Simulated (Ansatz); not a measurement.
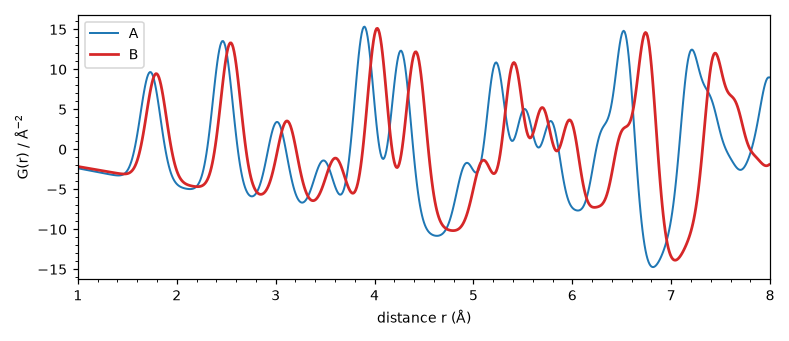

Each curve is a calculated X-ray PDF: distances of the static structure, each pair weighted by the product of the atomic numbers (X-ray weights at Q = 0), broadened by Gaussians with σ = 0.10 Å. No termination ripples are included. Both curves are of C in space group Pm-3m, for two cells of different size. A: the end point of a relaxation with Ansatz, DFT, LDA (PW92), plane waves (420 eV) with PAW, scalar-relativistic; the starting structure was generated, so it need not be a known form of this composition; B: coordinates from a relaxation with DFT, BLYP, plane waves (420 eV) with PAW, scalar-relativistic (Ansatz); the starting structure was generated, so it need not be a known form of this composition.

Q: How does the volume of B compare with that of A?

A: Cell B is larger: the volume of B is 10.5 % above that of A (5.31 and 5.86 Å³ per atom), a mean linear change of 3.4 %. The shortest distance is 1.744 Å in A and 1.803 Å in B.

Q: Give both cells.

A: Cell A: a = 1.744 Å, b = 1.744 Å, c = 1.744 Å, α = 90.00°, β = 90.00°, γ = 90.00°
Cell B: a = 1.803 Å, b = 1.803 Å, c = 1.803 Å, α = 90.00°, β = 90.00°, γ = 90.00°
